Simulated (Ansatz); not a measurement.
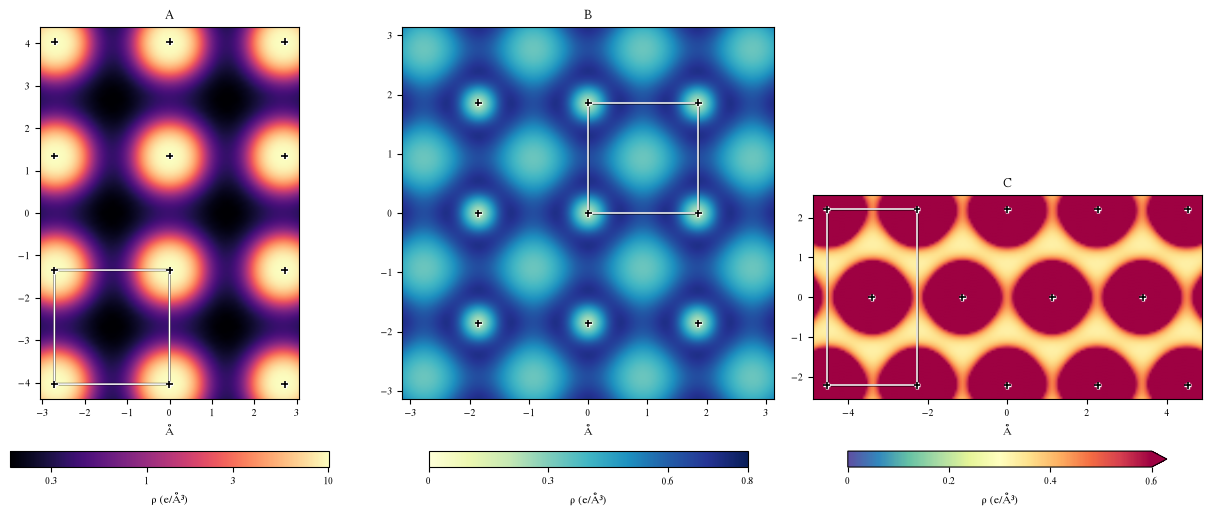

The valence electron density of 3 systems, each on a plane through atoms (crosses mark nuclei in the plane).

All numbers below come from Ansatz, DFT, r2SCAN, plane waves (500 eV) with PAW, scalar-relativistic.

System 1: B, the (001) plane of the conventional cell. Space group Pm-3m; set up as B, simple cubic; a generated structure, not necessarily the stable one; changed on purpose from its base cell (volume × 0.96); computed pressure about 10 GPa in this cell; computed without spin polarisation.

System 2: Co, the (101) plane of the cell of the magnetic structure. Space group I4/mmm; set up as Co, fcc; a generated structure, not necessarily the stable one; changed on purpose from its base cell (volume × 0.88); computed pressure about 32 GPa in this cell; spin-polarised.

System 3: Ru, the (010) plane of the conventional cell. Space group Cmcm; set up as Ru, beta-Sn type; a generated structure, not necessarily the stable one; changed on purpose from its base cell (volume × 1.0); computed without spin polarisation.

```cif
data_structure
_symmetry_space_group_name_H-M 'P 1'
_symmetry_Int_Tables_number 1
_cell_length_a 2.7146
_cell_length_b 7.9434
_cell_length_c 2.6902
_cell_angle_alpha 90.000
_cell_angle_beta 89.976
_cell_angle_gamma 90.000
_cell_volume 58.01
loop_
_atom_site_label
_atom_site_type_symbol
_atom_site_fract_x
_atom_site_fract_y
_atom_site_fract_z
_atom_site_occupancy
Ru1 Ru 0.50000 0.85537 0.75000 1
Ru2 Ru 0.00000 0.35537 0.75000 1
Ru3 Ru 0.50000 0.14463 0.25000 1
Ru4 Ru 0.00000 0.64463 0.25000 1
```

> Match each panel to its system.

Panel A is system 3, Ru: the plane holds Ru. Ru–Ru (2.69 Å): the density is about 0.4 e/Å³ at the midpoint. Panel B is system 1, B: the plane holds B. B–B (1.86 Å): ρ at the midpoint is about 0.64 e/Å³. Panel C is system 2, Co: the plane holds Co. Co–Co (2.27 Å): ρ is about 0.46 e/Å³ halfway.
